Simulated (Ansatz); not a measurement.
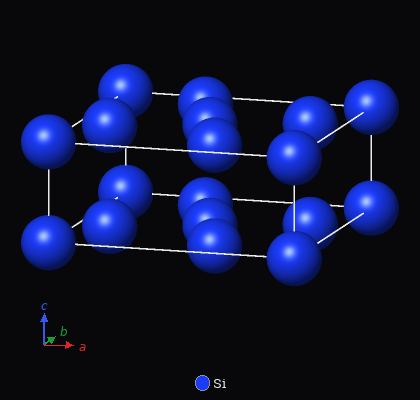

Si, space group P4/mbm (No. 127), a = 6.360 Å, b = 6.360 Å, c = 2.543 Å, α = 90.00°, β = 90.00°, γ = 90.00°. Origin: the end point of a relaxation with Ansatz 0.2.0, DFT PBE, scalar-relativistic, plane waves, PAW; the starting structure was generated, so it need not be a known form of this composition. Forms under 0.4 % of the area are left out.

**Which faces does the BFDH rule predict for this crystal?**

The forms computed, by share of the surface:

| form | faces | d (Å) | share of area (%) |
| --- | --- | --- | --- |
| {110} | 4 | 4.497 | 78.0 |
| {001} | 2 | 2.543 | 22.0 |

Widths along a, b and c stand as 1.00 : 1.00 : 1.25.

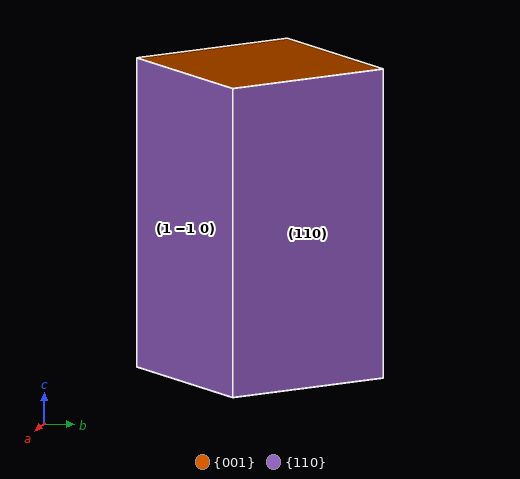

The computed shape, faces indexed. The rule is geometric and ignores bonding and growth conditions.
